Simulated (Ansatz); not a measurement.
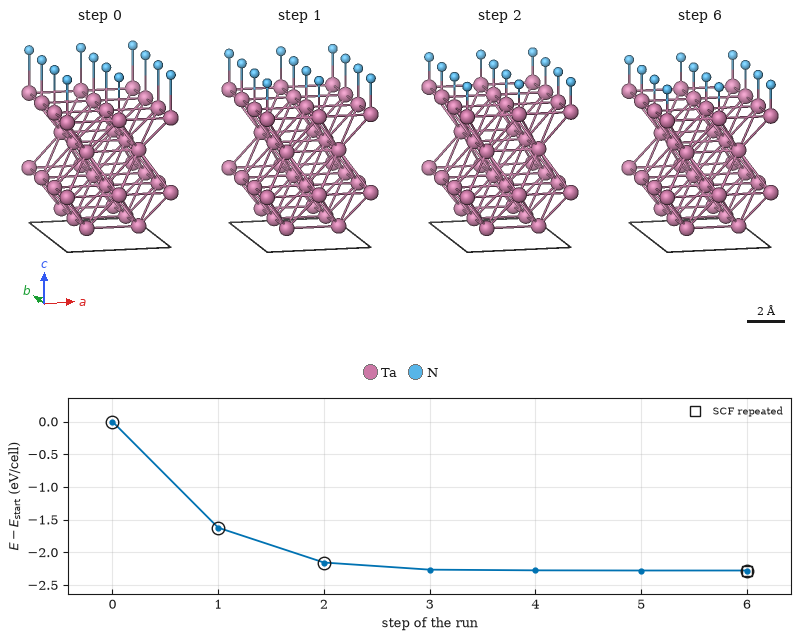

Frames of a constrained relaxation of a slab of composition Ta$_{4}$N (cut from the Fm-3m phase), marked on the history of the run. A ball-and-stick model of the 2 × 3 repeat of the cell, outlined in the plane, without the vacuum, seen slightly off an axis.

Case: N put at a top Ta site. The slab is the (1 0 0) face of Ta with N on it. 2 atoms are held fixed.

Method: Ansatz 0.2.0, DFT PBEsol, scalar-relativistic, plane waves, PAW.

Input file:
```yaml
crystal:
  lattice:
    - [2.9525883348, 0.0, 0.0]
    - [0.0, 2.9525883348, 0.0]
    - [0.0, 0.0, 25.2633857008]
  atoms:
    - { symbol: Ta, position: [0.5, 0.5, 0.3364552994] }
    - { symbol: Ta, position: [0.0, 0.0, 0.4190964489] }
    - { symbol: Ta, position: [0.5, 0.5, 0.5065613038] }
    - { symbol: Ta, position: [0.0, 0.0, 0.585864131] }
    - { symbol: "N", position: [0.0, 0.0, 0.6816549339] }
basis:
  ecutwfc: 420
kpoints:
  mp_grid: { grid: [10, 10, 1] }
hamiltonian:
  xc: pbesol
scf:
  occupations: { method: gaussian, width: 0.1 }
output:
  forces: true
  eigenvalues: true
  write_density: true
  write_potential: true
  elf: true
  volumetric_format: npy
relax:
  adjacent_minimum: "off"
  f_tol: 0.03
  max_steps: 70
  constraints: [{ sites: [0, 1] }]
efield:
  axis: 3
  dipole_correction: true
  ramp_width: 0.04
```

Launched with:
```bash
ansatz run input.yaml --threads 2 --pin off --max-ram 5120MiB --backend cpu --events-out ev --progress --plain --runs-dir out
```

What happens along the run?

N5 moves most: 0.55 Å along the normal (−c). Largest moves by element: N 0.55 Å, Ta 0.11 Å. The cell stays as it was. Some distances before and after: Ta4–N5 2.420 → 1.767 Å, Ta3–Ta4 2.894 → 2.994 Å, Ta2–Ta3 3.040 → 3.014 Å. The energy falls by 2.277 eV per cell of the calculation in 5 accepted moves (6 points after the start). Largest force component: 4.5 eV/Å at the start, 0.0058 eV/Å at the end. 1 step only repeated the SCF at the same geometry. Cost: 28 s on 2 threads of Intel(R) Xeon(R) 6975P-C (Granite Rapids), with other jobs on the host, peak memory 0.55 GiB. From step 0 to 1: Ta and N atoms move most (0.19 Å), energy −1.622 eV per cell of the calculation. From step 1 to 2: N5 moves most (0.19 Å), energy −0.533 eV per cell of the calculation. From step 2 to 6: Ta4 moves most (0.22 Å), energy −0.122 eV per cell of the calculation.

```tsv
step	E − E(0), meV/atom	largest force component, eV/Å	note
0	0.00	4.4539	
1	-324.46	3.9332	
2	-431.00	2.4947	
3	-452.84	0.4263	
4	-454.91	0.1693	
5	-455.42	0.0049	
6	-455.42	0.0058	same geometry, SCF repeated
```

Limits of the set-up: the cell has an odd number of electrons but was run without spin polarisation; the periodic images lie only 3.0 Å apart, so the values are limited by the cell's size.
